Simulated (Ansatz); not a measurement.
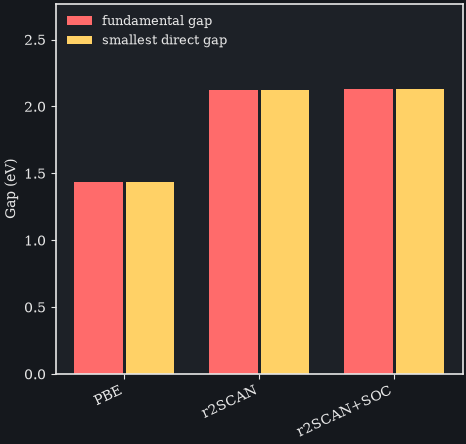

Gaps of SnO2, space group P4_2/mnm (No. 136), 6 atoms in the cell, rutile type, hydrostatic strain −1.0%, at several levels of theory on one cell (Ansatz, plane waves and PAW; edges over the mesh and the special points).

Q: How does the gap depend on the level, and does its kind change?

A: In rising order: PBE 1.44 eV, r2SCAN 2.12 eV and r2SCAN+SOC 2.13 eV. It is direct at every level.
